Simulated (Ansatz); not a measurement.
# Si$_{7}$C: what the fields show

Input file:

```
crystal:
  lattice:
    - [5.196467334, 0.0, 0.0]
    - [0.0, 5.196467334, 0.0]
    - [0.0, 0.0, 5.196467334]
  atoms:
    - { symbol: Si, position: [0.2246957807, 0.2246957807, 0.2246957807] }
    - { symbol: Si, position: [0.0, 0.5, 0.5] }
    - { symbol: Si, position: [0.5, 0.5, 0.0] }
    - { symbol: Si, position: [0.5, 0.0, 0.5] }
    - { symbol: Si, position: [0.7753042193, 0.2246957807, 0.7753042193] }
    - { symbol: Si, position: [0.7753042193, 0.7753042193, 0.2246957807] }
    - { symbol: Si, position: [0.2246957807, 0.7753042193, 0.7753042193] }
    - { symbol: C, position: [0.0, 0.0, 0.0] }
basis:
  ecutwfc: 420
kpoints:
  mp_grid: { grid: [8, 8, 8] }
hamiltonian:
  xc: pbe
scf:
  occupations: { method: gaussian, width: 0.1 }
output:
  forces: true
  stress: true
  eigenvalues: true
  write_density: true
  write_potential: true
  elf: true
  volumetric_format: npy
relax:
  adjacent_minimum: "off"
  f_tol: 0.005
  max_steps: 80
  cell: { stress_tol: 0.05 }
```

Run with:

```sh
ansatz run input.yaml --threads 4 --pin off --max-ram 12288MiB --backend cpu --events-out ev --progress --plain --runs-dir out
```

Below, planes, directions and counts refer to the conventional cell (a = 5.20 Å, b = 5.20 Å, c = 5.20 Å, α = 90.00°, β = 90.00°, γ = 90.00°).

Space group P-43m.

All numbers below come from DFT PBE, scalar-relativistic, plane waves, PAW (Ansatz 0.2.0).

Core electrons are frozen (PAW), and the valence fields are smoothed inside the atomic spheres.

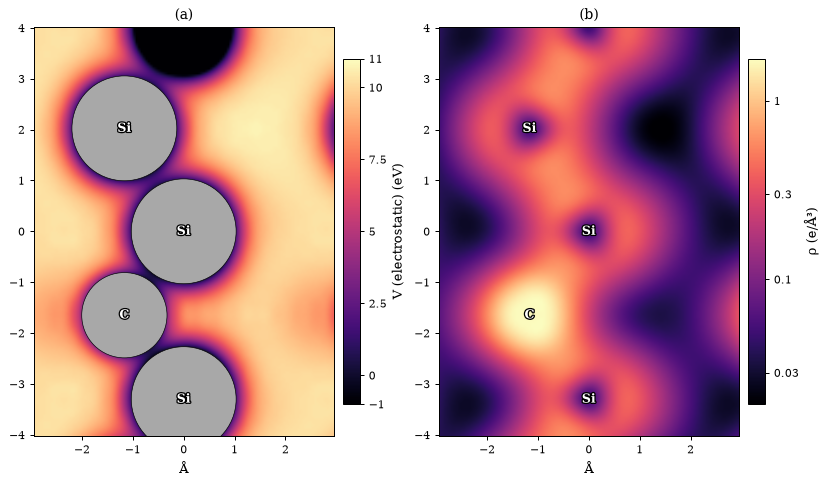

Figure 1. (a) electrostatic potential energy of an electron; (b) valence pseudo-density on the (011̄) plane of the conventional cell. Grey discs cover the atomic cores in the potential map.

**What do the fields say about this system?**

The plane passes through Si and C nuclei. Si–C (2.02 Å): the density is about 0.71 e/Å³ at the midpoint. Si–Si (2.34 Å): the density is about 0.59 e/Å³ at the midpoint. Between the atoms the lowest density in this plane is 0.02 e/Å³. Outside the cores the potential energy rises away from the atoms and is highest about 2.5 Å from the nearest atoms; its zero is arbitrary.

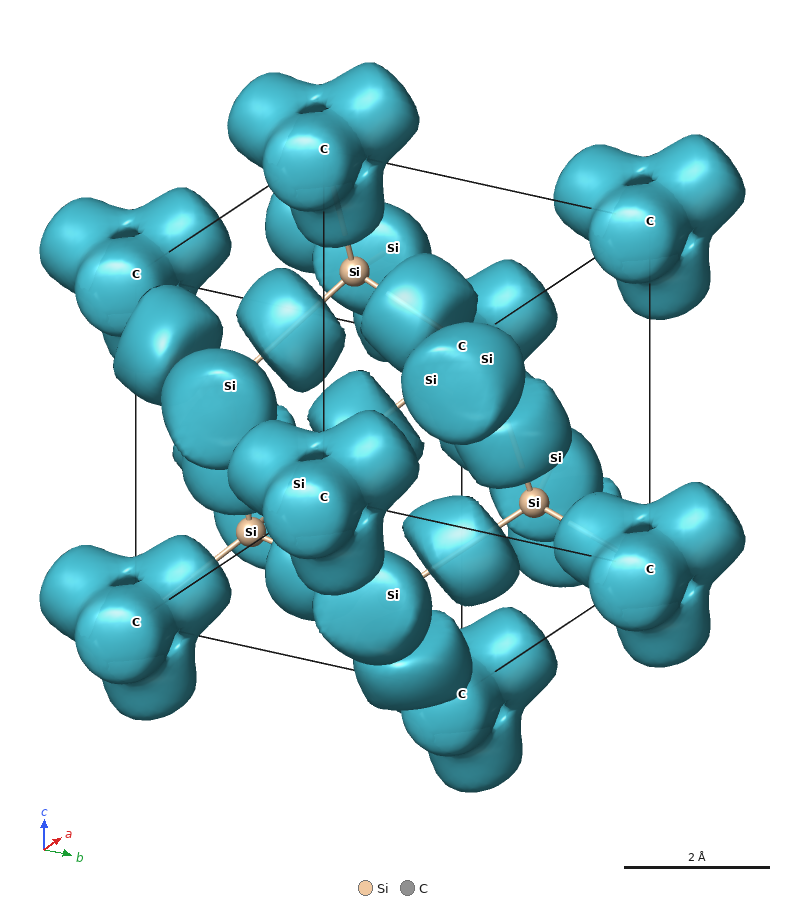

Figure 2. Isosurface of the ELF at 0.7 (cyan), seen at an oblique angle. Core shells and regions of very low density are left out. Sticks mark near contacts.

**Describe the localisation domains.**

The ELF exceeds this value in twelve regions between bonded Si–Si atoms and one region on C in which the atom's valence shell and bonds are merged, counted in one cell of 8 atoms. Any copies at cell faces, edges or corners count once. Along the contacts the grid gives the following. Si–C (2.02 Å): the ELF peaks at about 0.90 between the atoms. Si–Si (2.34 Å): the ELF peaks at about 0.95 between the atoms.

**Does the calculation make it a metal, or give it a gap?**

It is gapless in this calculation (a metal or semimetal).
